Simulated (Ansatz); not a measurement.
**B: density, localisation and related maps**

```
CELL_PARAMETERS angstrom
3.50684 0.00000 -0.00286
0.00000 4.61114 0.00000
-0.83201 0.00000 5.30939
ATOMIC_POSITIONS crystal
B 0.47936 0.80393 0.88702
B 0.97936 0.30393 0.88702
B 0.30576 0.79727 0.19870
B 0.80576 0.29727 0.19870
B 0.47936 0.19607 0.88702
B 0.97936 0.69607 0.88702
B 0.04793 0.00000 0.38141
B 0.54793 0.50000 0.38141
B 0.13170 0.00000 0.69717
B 0.63170 0.50000 0.69717
B 0.30576 0.20273 0.19870
B 0.80576 0.70273 0.19870
```

Space group Cm; a structure generated by program, which may or may not match a known phase.

These are results of DFT PBE, scalar-relativistic, plane waves, PAW (Ansatz), not measurements.

The density is the valence pseudo-density of a PAW calculation; it isn't the true density close to the nuclei.

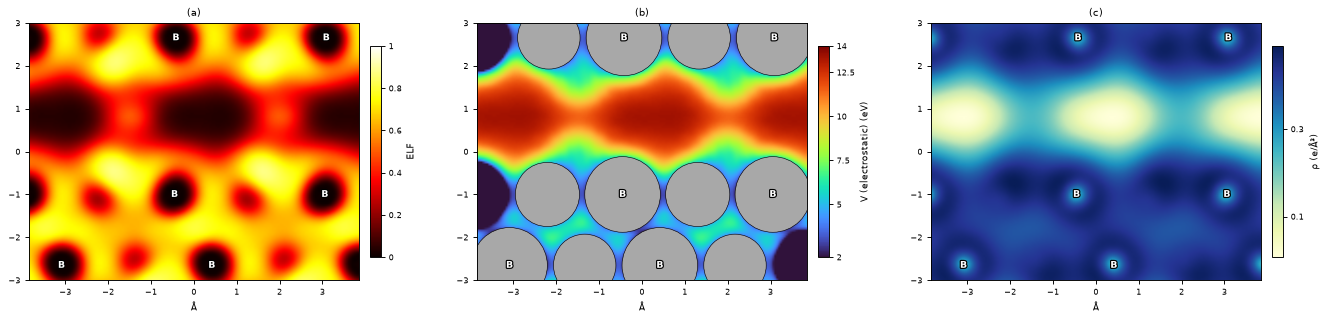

Figure 1. (a) electron localisation function; (b) electrostatic potential (local pseudopotential plus Hartree) felt by an electron; (c) valence pseudo-density on the (010) plane of the conventional cell. Grey discs cover the atomic cores in the potential map.

Question: What do the fields say about this system?

Answer:
- The section cuts through B sites.
- Atoms just off the plane (B, 0.5 Å away) can leave unmarked features too.
- B–B (1.87 Å): ρ at the midpoint is about 0.67 e/Å³; the ELF peaks at about 0.80 between the atoms.
- Between the atoms the lowest density in this plane is 0.06 e/Å³.
- Outside the cores the potential energy rises away from the atoms and is highest about 1.7 Å from the nearest atoms; its zero is arbitrary.

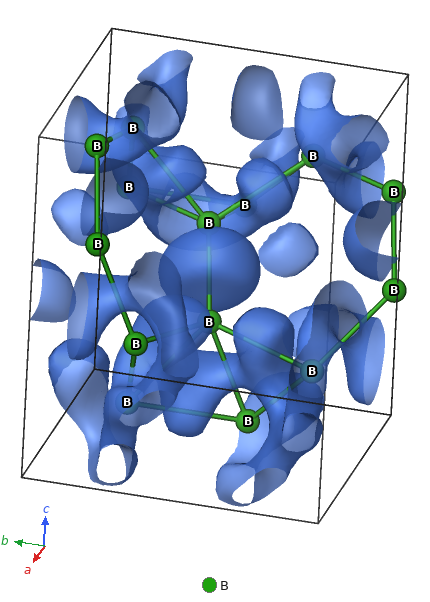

Figure 2. Isosurface of the ELF at 0.7 (blue), seen at an oblique angle. Core shells and regions of very low density are left out. Sticks mark near contacts.

Question: What do the ELF domains correspond to?

Answer: The ELF exceeds this value in two regions between bonded B–B atoms and sheets that run through the cell in two directions, counted in one cell of 12 atoms. Any copies at cell faces, edges or corners count once. Along the contacts the grid gives the following. B–B (1.68 Å): the ELF peaks at about 1 between the atoms. B–B (1.72 Å): the ELF peaks at about 0.80 between the atoms.

Question: Does the calculation give a band gap?

Answer: It is metallic or semimetallic at this level of theory: no gap opens.
